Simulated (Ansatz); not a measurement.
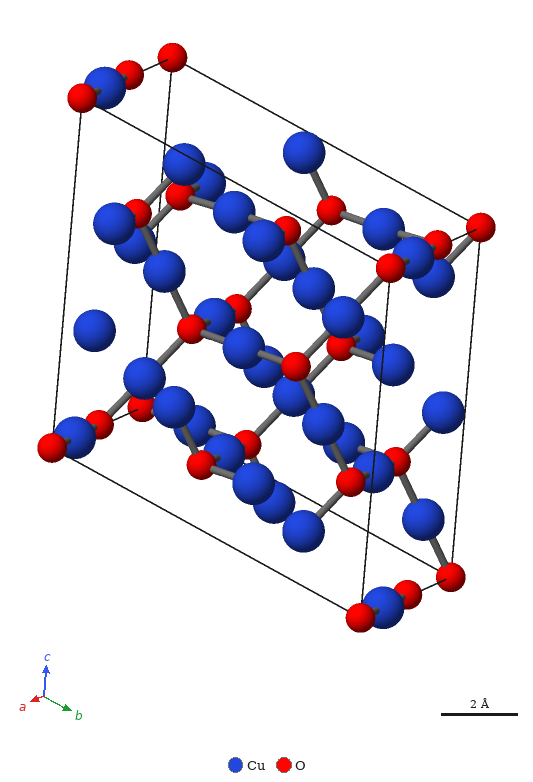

The starting structure (ball-and-stick view of the cell of the calculation, seen slightly off an axis).

# Geometry relaxation, with input and output: Cu₂₇O₁₄ (part 1 of 4)

Cu₂₇O₁₄ (defect cell, 41 atoms in the cell), computed with DFT LDA, scalar-relativistic, plane waves, PAW, spin-polarised (Ansatz 0.2.0).

The structure derives from a Materials Project entry. It belongs to a series of runs on one base structure; here: Cu vacancy (site c), charge +0, atoms relaxed at the host's cell.

The program's output
```
Engine: ansatz 0.2.0, x86_64-unknown-linux-gnu
Pseudopotentials: kind: paw
Pseudopotential: Cu, paw, valence charge 19, recommended cutoff 420 eV (normal), Cu.paw.azcp
Pseudopotential: O, paw, valence charge 6, recommended cutoff 420 eV (normal), O.paw.azcp
Functional definition: SPW92
  exchange = slater_x
  correlation = pw_c
Crystal: 41 atoms, lattice volume = 506.236 Å³
Basis set: ecut = 420 eV, 9879 PW (Γ), exchange–correlation on 100×128×128 points (8 copies of the dense FFT grid, shifted against one another)
Bands: 359, of which v1, the nominal top of the filled ones, is band 299 counted from 1 (298 counted from 0)
Symmetry: 1 space group operations
Space group: P1 (ITA 1), of the structure as read, at distance tolerance 8.0e-5 Å
Magnetic group: BNS 1.1 (UNI 1), of the structure as read, at distance tolerance 8.0e-5 Å
k-points: 4 of 8 (time reversal used)
Non-local potential: Cu, projectors of the file, l = 0: 3, l = 1: 2, l = 2: 3, l = 3: 1
Non-local potential: O, projectors of the file, l = 0: 2, l = 1: 2, l = 2: 1
PAW form: soft (Blöchl's): semilocal exchange-correlation on the pseudo side does not see the compensation charge
PAW frozen core: Cu, regenerated for the run's functional, and the local potential with it (the file was generated under x = pbe(κ = 0.804, μ = 0.2195149727645171), c = pbe(β = 0.06672455060314922))
PAW frozen core: O, regenerated for the run's functional, and the local potential with it (the file was generated under x = pbe(κ = 0.804, μ = 0.2195149727645171), c = pbe(β = 0.06672455060314922))
PAW one-centre angular grid: Cu, 590 points (default); XC on 64 Gauss nodes
PAW one-centre angular grid: O, 110 points (default); XC on 64 Gauss nodes
Initial density: superposition of atomic densities (chi_scale 0.1, normalization cell, long waves kept (reshape's long-wave potential 0.18 eV rms))
Starting moments: Σ|m| = 1 μB on 2 of 41 sites
Initial wavefunctions: pseudopotential atomic-orbital guess
Functional: x = slater, c = lda
SCF iter   1: F=—  HF=-184760.448750 eV  |F-HF|=—  |Δ(HF+E_count)|=         —  Δρ=4.80e-2 (↑4.80e-2 ↓4.78e-2)  dr2=2.42e1  dr2_m=2.39e-1  M=0.500 μB ∫|m|=0.621 μB  β_m=0.30  ethr=3.10e-3  ⟨swp⟩=5.1  Hψ=8852  notcnv=0  defer=128
preconditioner: auto → Kerker (q_TF=auto, 2.804 Å⁻¹)  [metal: Δε(μ)=0.009 eV  Ē_g=10.054 eV  σ=0.010 eV  W_gap=0.46  n_scr=194 (ndim 8)  ℏωp=32.2 eV  f_vac=0.027  D(μ)=26.61/eV (n_scr^D=260)]
spin=Collinear: Kerker preconditioning applied to the charge; magnetization (m = ρ↑ − ρ↓) channel mixes plain (no charge-response kernel on spin).
SCF iter   2: F=—  HF=-184758.283722 eV  |F-HF|=—  |Δ(HF+E_count)|=    2.17e0  Δρ=2.35e-2 (↑2.35e-2 ↓2.31e-2)  dr2=5.71e0  dr2_m=1.49e-1  M=0.499 μB ∫|m|=0.603 μB  β_m=0.30  ethr=3.10e-3  ⟨swp⟩=3.0  Hψ=4793  notcnv=0  defer=414
preconditioner: auto → Resta (q_TF=auto, 2.804 Å⁻¹)  ε∞=10.9  [insulator: Δε(μ)=0.014 eV  Ē_g=10.227 eV  σ=0.010 eV  W_gap=0.69  n_scr=194 (ndim 8)  ℏωp=32.2 eV  f_vac=0.027  D(μ)=20.80/eV (n_scr^D=164)  ε∞_Penn≈10.9]
spin=Collinear: Resta preconditioning applied to the charge; magnetization (m = ρ↑ − ρ↓) channel mixes plain (no charge-response kernel on spin).
SCF iter   3: F=—  HF=-184757.955357 eV  |F-HF|=—  |Δ(HF+E_count)|=   3.28e-1  Δρ=1.52e-2 (↑1.35e-2 ↓1.52e-2)  dr2=2.31e0  dr2_m=9.21e-2  M=0.499 μB ∫|m|=0.582 μB  β_m=0.30  ethr=9.57e-4  ⟨swp⟩=2.9  Hψ=4393  notcnv=0  defer=414
SCF iter   4: F=—  HF=-184757.814965 eV  |F-HF|=—  |Δ(HF+E_count)|=   1.40e-1  Δρ=9.12e-3 (↑7.53e-3 ↓9.12e-3)  dr2=8.45e-1  dr2_m=5.58e-2  M=0.497 μB ∫|m|=0.569 μB  β_m=0.30  ethr=3.87e-4  ⟨swp⟩=2.2  Hψ=3377  notcnv=0  defer=414
SCF iter   5: F=—  HF=-184757.551031 eV  |F-HF|=—  |Δ(HF+E_count)|=   2.64e-1  Δρ=4.35e-3 (↑4.35e-3 ↓4.00e-3)  dr2=1.61e-1  dr2_m=3.26e-2  M=0.497 μB ∫|m|=0.558 μB  β_m=0.30  ethr=1.42e-4  ⟨swp⟩=3.0  Hψ=3778  notcnv=0  defer=414
SCF iter   6: F=—  HF=-184757.535989 eV  |F-HF|=—  |Δ(HF+E_count)|=   1.50e-2  Δρ=3.63e-3 (↑3.63e-3 ↓2.99e-3)  dr2=5.43e-2  dr2_m=2.02e-2  M=0.496 μB ∫|m|=0.550 μB  β_m=0.30  ethr=2.70e-5  ⟨swp⟩=2.9  Hψ=3934  notcnv=0  defer=414
SCF iter   7: F=—  HF=-184757.591479 eV  |F-HF|=—  |Δ(HF+E_count)|=   5.55e-2  Δρ=2.82e-3 (↑2.82e-3 ↓2.36e-3)  dr2=4.33e-2  dr2_m=1.24e-2  M=0.494 μB ∫|m|=0.541 μB  β_m=0.30  ethr=9.10e-6  ⟨swp⟩=3.0  Hψ=3919  notcnv=0  defer=414
Mixer restart at iter 7: flushing history
spin-set hold released at iteration 7 (site moments contracting): the magnetisation degrees of freedom join the quasi-Newton model from the next iteration; the mixer history was flushed
SCF iter   8: F=—  HF=-184757.595727 eV  |F-HF|=—  |Δ(HF+E_count)|=   4.25e-3  Δρ=1.87e-3 (↑1.87e-3 ↓1.60e-3)  dr2=1.63e-2  dr2_m=7.58e-3  M=0.494 μB ∫|m|=0.536 μB  β_m=0.58  ethr=7.26e-6  ⟨swp⟩=2.0  Hψ=3097  notcnv=0  defer=414
SCF iter   9: F=—  HF=-184757.607786 eV  |F-HF|=—  |Δ(HF+E_count)|=   1.21e-2  Δρ=2.26e-3 (↑2.16e-3 ↓2.26e-3)  dr2=6.31e-2  dr2_m=1.13e-3  M=0.489 μB ∫|m|=0.520 μB  β_m=0.45  ethr=2.72e-6  ⟨swp⟩=3.4  Hψ=4945  notcnv=0  defer=414
SCF iter  10: F=—  HF=-184757.597016 eV  |F-HF|=—  |Δ(HF+E_count)|=   1.08e-2  Δρ=3.45e-4 (↑3.17e-4 ↓3.45e-4)  dr2=1.82e-3  dr2_m=1.68e-4  M=0.490 μB ∫|m|=0.518 μB  β_m=0.46  ethr=2.72e-6  ⟨swp⟩=2.8  Hψ=5136  notcnv=0  defer=414
SCF iter  11: F=—  HF=-184757.597611 eV  |F-HF|=—  |Δ(HF+E_count)|=   5.96e-4  Δρ=2.84e-4 (↑2.69e-4 ↓2.84e-4)  dr2=1.02e-3  dr2_m=6.66e-5  M=0.490 μB ∫|m|=0.517 μB  β_m=0.59  ethr=3.05e-7  ⟨swp⟩=2.0  Hψ=4900  notcnv=0  defer=414
SCF iter  12: F=—  HF=-184757.597851 eV  |F-HF|=—  |Δ(HF+E_count)|=   2.40e-4  Δρ=2.22e-4 (↑1.86e-4 ↓2.22e-4)  dr2=6.20e-4  dr2_m=2.55e-5  M=0.489 μB ∫|m|=0.515 μB  β_m=0.58  ethr=1.70e-7  ⟨swp⟩=2.0  Hψ=4783  notcnv=0  defer=414
SCF iter  13: F=—  HF=-184757.597818 eV  |F-HF|=—  |Δ(HF+E_count)|=   3.33e-5  Δρ=1.54e-4 (↑1.54e-4 ↓1.54e-4)  dr2=3.76e-4  dr2_m=7.07e-6  M=0.489 μB ∫|m|=0.515 μB  β_m=0.50  ethr=1.04e-7  ⟨swp⟩=2.0  Hψ=4812  notcnv=0  defer=414
SCF iter  14: F=—  HF=-184757.597762 eV  |F-HF|=—  |Δ(HF+E_count)|=   5.56e-5  Δρ=5.00e-5 (↑5.00e-5 ↓4.90e-5)  dr2=6.08e-5  dr2_m=6.45e-7  M=0.489 μB ∫|m|=0.514 μB  β_m=0.62  ethr=6.31e-8  ⟨swp⟩=2.0  Hψ=3561  notcnv=0  defer=414
SCF iter  15: F=—  HF=-184757.597771 eV  |F-HF|=—  |Δ(HF+E_count)|=   9.04e-6  Δρ=4.87e-5 (↑4.39e-5 ↓4.87e-5)  dr2=3.90e-5  dr2_m=2.60e-7  M=0.489 μB ∫|m|=0.514 μB  β_m=0.55  ethr=1.02e-8  ⟨swp⟩=2.0  Hψ=3875  notcnv=0  defer=414
SCF iter  16: F=—  HF=-184757.597768 eV  |F-HF|=—  |Δ(HF+E_count)|=   3.09e-6  Δρ=2.88e-5 (↑2.57e-5 ↓2.88e-5)  dr2=1.44e-5  dr2_m=6.11e-7  M=0.489 μB ∫|m|=0.514 μB  β_m=0.54  ethr=2.62e-9  ⟨swp⟩=12.6  Hψ=23986  notcnv=0
SCF iter  17: F=—  HF=-184757.597767 eV  |F-HF|=—  |Δ(HF+E_count)|=   1.29e-6  Δρ=1.39e-5 (↑1.39e-5 ↓1.25e-5)  dr2=3.29e-6  dr2_m=4.12e-7  M=0.489 μB ∫|m|=0.514 μB  β_m=0.77  ethr=2.42e-9  ⟨swp⟩=9.0  Hψ=19690  notcnv=0
SCF iter  18: F=—  HF=-184757.597768 eV  |F-HF|=—  |Δ(HF+E_count)|=   1.45e-6  Δρ=2.85e-5 (↑2.51e-5 ↓2.85e-5)  dr2=1.03e-5  dr2_m=9.37e-8  M=0.489 μB ∫|m|=0.514 μB  β_m=0.54  ethr=5.52e-10  ⟨swp⟩=9.0  Hψ=23652  notcnv=0  recentre
SCF iter  19: F=-184757.597767 eV  HF=-184757.597767 eV  |F-HF|=1.78e-7  |Δ(HF+E_count)|=   1.55e-6  Δρ=4.47e-6 (↑4.47e-6 ↓4.46e-6)  dr2=2.94e-7  dr2_m=2.08e-8  M=0.489 μB ∫|m|=0.514 μB  ethr=5.52e-10  ⟨swp⟩=9.0  Hψ=20768  notcnv=0
SCF 1 converged in 19 iterations: F = -184757.597767 eV  dr2 = 2.94e-7
  greatest PAW one-centre occupation: 1.000 electrons in one spin orbital (limit 2), on the Cu atom at site 14 (counted from 0), in its partial waves of l = 0
relax step   1: F+E_penalty+E_count = -184757.59776654 eV  Δ(F+E_penalty+E_count) = +0.000e0 eV  max|allowed force component| = 2.454e0 eV/Å  Δτ_max = 0.0000 Å  (19 SCF iters, dr2 threshold 1.56e-5 eV, accepted)
Initial density: handed on by an earlier stage of this run
Starting moments: Σ|m| = 1 μB on 2 of 41 sites; this step starts from the density that it was given
Initial wavefunctions: those handed on with the density
iter 1 solved again at ethr=1.20e-5 eV; its pass at ethr=3.10e-3 eV (dr2=7.16e-2 eV) is discarded
SCF iter   1: F=—  HF=-184757.825297 eV  |F-HF|=—  |Δ(HF+E_count)|=         —  Δρ=3.64e-3 (↑3.64e-3 ↓2.90e-3)  dr2=7.15e-2  dr2_m=8.76e-3  M=0.478 μB ∫|m|=0.508 μB  β_m=0.30  ethr=1.20e-5  ⟨swp⟩=2.0  Hψ=9652  notcnv=0  defer=434
preconditioner: auto → Resta (q_TF=auto, 2.804 Å⁻¹)  ε∞=10.8  [insulator: Δε(μ)=0.011 eV  Ē_g=10.309 eV  σ=0.010 eV  W_gap=0.54  n_scr=194 (ndim 8)  ℏωp=32.2 eV  f_vac=0.037  D(μ)=28.37/eV (n_scr^D=284)  ε∞_Penn≈10.8]
spin=Collinear: Resta preconditioning applied to the charge; magnetization (m = ρ↑ − ρ↓) channel mixes plain (no charge-response kernel on spin).
SCF iter   2: F=—  HF=-184757.817701 eV  |F-HF|=—  |Δ(HF+E_count)|=   7.60e-3  Δρ=2.42e-3 (↑2.42e-3 ↓1.85e-3)  dr2=2.02e-2  dr2_m=4.72e-3  M=0.485 μB ∫|m|=0.512 μB  β_m=0.41  ethr=1.20e-5  ⟨swp⟩=3.2  Hψ=3934  notcnv=0  defer=434
preconditioner: auto → Kerker (q_TF=auto, 2.804 Å⁻¹)  [metal: Δε(μ)=0.007 eV  Ē_g=10.310 eV  σ=0.010 eV  W_gap=0.40  n_scr=194 (ndim 8)  ℏωp=32.2 eV  f_vac=0.036  D(μ)=31.82/eV (n_scr^D=344)]
spin=Collinear: Kerker preconditioning applied to the charge; magnetization (m = ρ↑ − ρ↓) channel mixes plain (no charge-response kernel on spin).
SCF iter   3: F=—  HF=-184757.815917 eV  |F-HF|=—  |Δ(HF+E_count)|=   1.78e-3  Δρ=1.51e-3 (↑1.51e-3 ↓1.26e-3)  dr2=1.42e-2  dr2_m=1.71e-3  M=0.481 μB ∫|m|=0.507 μB  β_m=0.47  ethr=3.38e-6  ⟨swp⟩=2.2  Hψ=4780  notcnv=0  defer=434
SCF iter   4: F=—  HF=-184757.814371 eV  |F-HF|=—  |Δ(HF+E_count)|=   1.55e-3  Δρ=3.32e-4 (↑3.32e-4 ↓3.23e-4)  dr2=1.18e-3  dr2_m=8.47e-5  M=0.485 μB ∫|m|=0.510 μB  β_m=0.49  ethr=2.38e-6  ⟨swp⟩=2.4  Hψ=4463  notcnv=0  defer=434
SCF iter   5: F=—  HF=-184757.814343 eV  |F-HF|=—  |Δ(HF+E_count)|=   2.83e-5  Δρ=1.66e-4 (↑1.48e-4 ↓1.66e-4)  dr2=4.35e-4  dr2_m=3.51e-6  M=0.485 μB ∫|m|=0.509 μB  β_m=0.53  ethr=1.98e-7  ⟨swp⟩=2.0  Hψ=4515  notcnv=0  defer=434
SCF iter   6: F=—  HF=-184757.814320 eV  |F-HF|=—  |Δ(HF+E_count)|=   2.31e-5  Δρ=1.10e-4 (↑1.03e-4 ↓1.10e-4)  dr2=2.74e-4  dr2_m=7.18e-7  M=0.484 μB ∫|m|=0.509 μB  β_m=0.55  ethr=7.29e-8  ⟨swp⟩=2.1  Hψ=3658  notcnv=0  defer=434
SCF iter   7: F=—  HF=-184757.814282 eV  |F-HF|=—  |Δ(HF+E_count)|=   3.82e-5  Δρ=5.73e-5 (↑5.56e-5 ↓5.73e-5)  dr2=1.01e-4  dr2_m=1.33e-7  M=0.484 μB ∫|m|=0.509 μB  β_m=0.50  ethr=4.60e-8  ⟨swp⟩=2.0  Hψ=3539  notcnv=0  defer=434
SCF iter   8: F=-184757.814224 eV  HF=-184757.814268 eV  |F-HF|=4.40e-5  |Δ(HF+E_count)|=   1.40e-5  Δρ=4.12e-5 (↑3.86e-5 ↓4.12e-5)  dr2=5.71e-5  dr2_m=3.15e-7  M=0.484 μB ∫|m|=0.509 μB  ethr=1.68e-8  ⟨swp⟩=13.1  Hψ=23175  notcnv=0
SCF 2 converged in 8 iterations: F = -184757.814224 eV  dr2 = 5.71e-5
[... from here on the iterations of each SCF are left out, up to the last one ...]
relax step   2: F+E_penalty+E_count = -184757.81422351 eV  Δ(F+E_penalty+E_count) = -2.165e-1 eV  max|allowed force component| = 1.739e0 eV/Å  Δτ_max = 0.0805 Å  (8 SCF iters, dr2 threshold 1.00e-4 eV, accepted)
[... from here on the SCF iterations and repeated set-up lines of each step are left out, up to the last step ...]
SCF 3 converged in 9 iterations: F = -184758.032837 eV  dr2 = 7.47e-5
relax step   3: F+E_penalty+E_count = -184758.03283705 eV  Δ(F+E_penalty+E_count) = -2.186e-1 eV  max|allowed force component| = 4.212e-1 eV/Å  Δτ_max = 0.1945 Å  (9 SCF iters, dr2 threshold 1.00e-4 eV, accepted)
SCF 4 converged in 9 iterations: F = -184758.051335 eV  dr2 = 2.84e-6
relax step   4: F+E_penalty+E_count = -184758.05133550 eV  Δ(F+E_penalty+E_count) = -1.850e-2 eV  max|allowed force component| = 2.290e-1 eV/Å  Δτ_max = 0.0438 Å  (9 SCF iters, dr2 threshold 1.11e-5 eV, accepted)
SCF 5 converged in 9 iterations: F = -184758.058479 eV  dr2 = 1.49e-6
relax step   5: F+E_penalty+E_count = -184758.05847888 eV  Δ(F+E_penalty+E_count) = -7.143e-3 eV  max|allowed force component| = 4.883e-3 eV/Å  Δτ_max = 0.0251 Å  (9 SCF iters, dr2 threshold 3.28e-6 eV, accepted)
iter 1 solved again at ethr=2.50e-10 eV; its pass at ethr=3.10e-3 eV (dr2=1.49e-6 eV) is discarded
SCF iter   1: F=—  HF=-184758.058480 eV  |F-HF|=—  |Δ(HF+E_count)|=         —  Δρ=9.67e-6 (↑8.98e-6 ↓9.67e-6)  dr2=1.49e-6  dr2_m=3.91e-9  M=0.487 μB ∫|m|=0.511 μB  β_m=0.30  ethr=2.50e-10  ⟨swp⟩=1.0  Hψ=6672  notcnv=0
preconditioner: auto → Resta (q_TF=auto, 2.804 Å⁻¹)  ε∞=10.9  [insulator: Δε(μ)=0.011 eV  Ē_g=10.251 eV  σ=0.010 eV  W_gap=0.54  n_scr=194 (ndim 8)  ℏωp=32.2 eV  f_vac=0.034  D(μ)=31.12/eV (n_scr^D=302)  ε∞_Penn≈10.9]
spin=Collinear: Resta preconditioning applied to the charge; magnetization (m = ρ↑ − ρ↓) channel mixes plain (no charge-response kernel on spin).
SCF iter   2: F=—  HF=-184758.058480 eV  |F-HF|=—  |Δ(HF+E_count)|=   5.30e-8  Δρ=3.99e-6 (↑3.81e-6 ↓3.99e-6)  dr2=4.61e-7  dr2_m=1.86e-9  M=0.487 μB ∫|m|=0.511 μB  β_m=0.33  ethr=2.50e-10  ⟨swp⟩=2.0  Hψ=3501  notcnv=0
SCF iter   3: F=—  HF=-184758.058480 eV  |F-HF|=—  |Δ(HF+E_count)|=   1.76e-8  Δρ=4.00e-6 (↑3.85e-6 ↓4.00e-6)  dr2=4.18e-7  dr2_m=9.44e-10  M=0.487 μB ∫|m|=0.511 μB  β_m=0.52  ethr=7.72e-11  ⟨swp⟩=2.0  Hψ=3461  notcnv=0
SCF iter   4: F=—  HF=-184758.058480 eV  |F-HF|=—  |Δ(HF+E_count)|=   3.07e-8  Δρ=3.08e-6 (↑2.72e-6 ↓3.08e-6)  dr2=1.51e-7  dr2_m=2.70e-10  M=0.487 μB ∫|m|=0.511 μB  β_m=0.45  ethr=7.00e-11  ⟨swp⟩=2.0  Hψ=3748  notcnv=0
SCF iter   5: F=-184758.058480 eV  HF=-184758.058480 eV  |F-HF|=2.57e-8  |Δ(HF+E_count)|=   1.74e-8  Δρ=1.67e-6 (↑1.50e-6 ↓1.67e-6)  dr2=5.02e-8  dr2_m=8.93e-11  M=0.487 μB ∫|m|=0.511 μB  ethr=1.68e-11  ⟨swp⟩=6.0  Hψ=14747  notcnv=0
SCF 6 converged in 5 iterations: F = -184758.058480 eV  dr2 = 5.02e-8
relax step   6: F+E_penalty+E_count = -184758.05847967 eV  Δ(F+E_penalty+E_count) = -7.854e-7 eV  max|allowed force component| = 5.060e-3 eV/Å  Δτ_max = 0.0000 Å  (5 SCF iters, accepted)
```

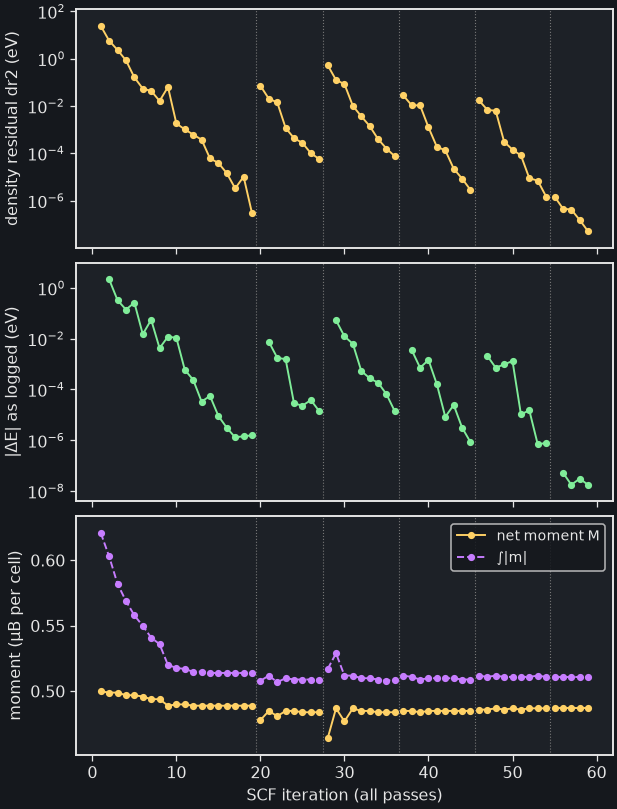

Convergence of the self-consistent field: density residual dr2, size of the energy change and magnetic moment against the SCF iteration. The dotted lines part the SCF passes of the relaxation: geometry steps, rejected trials and re-solves on a re-selected basis. The 6 passes take 5 to 19 iterations each, 59 in all. The net moment stays at 0.5 μB per cell.

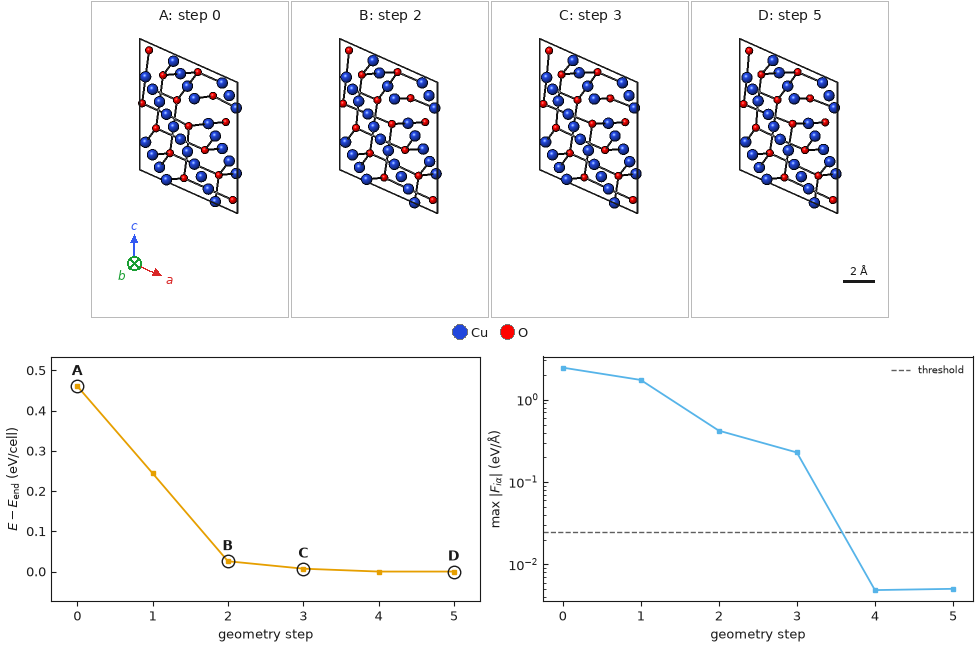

Frames of the relaxation (ball-and-stick view of the cell of the calculation (origin shifted), along the b axis) above the curves, on which the letters mark them (the first geometry is step 0 here and step 1 in the log).
